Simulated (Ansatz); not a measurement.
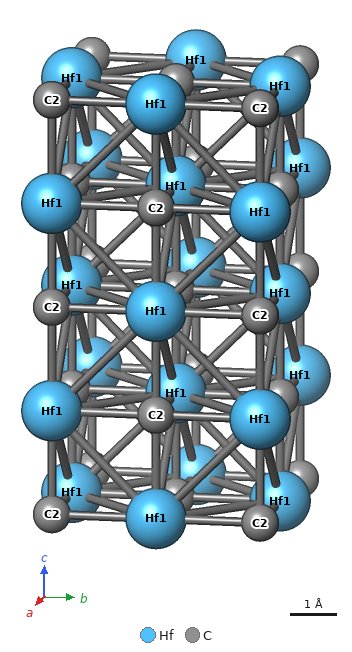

The starting point is a symmetric starting cell of HfC. Style: ball-and-stick. Shown: the conventional cell (4 times the calculation's cell), repeated 1 × 1 × 2 with one cell outlined, slightly off an axis. Lengths and directions refer to the drawn axes.

Method: Ansatz, DFT PBE, scalar-relativistic, plane waves, PAW. (plane-wave cutoff 420 eV; k-point mesh 15 × 14 × 15; occupations gaussian; smearing width 0.1 eV; no spin polarisation)

The variant: The cell is strained by −5.1 % along [1 −1 1] and −2.1 % across it (volume −9.1 %), the atoms keeping their fractional coordinates. No relaxation follows. The starting cell wasn't computed here and needn't be at equilibrium, so pressure and forces aren't due to the change alone.

**Predict the response.**

The pressure is 27.1 GPa (not all of it need come from the change, since the unchanged cell can be under pressure at this level too). The principal stresses (compression positive) are 34.5 GPa along [1 −1 1] and 23.4 GPa across it. All forces vanish by symmetry. Near-neighbour distances before and after: Hf–Hf 3.288 → 3.153 to 3.219 Å, C–Hf 2.325 → 2.253 Å. The space group (tolerance 0.01 Å) goes from Fm-3m (No. 225) to R-3m (No. 166).

The changed structure in the same view:

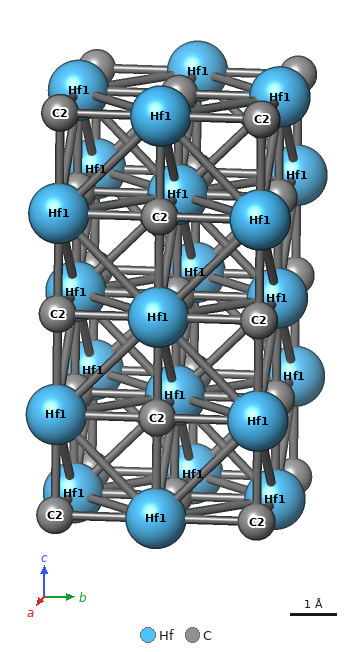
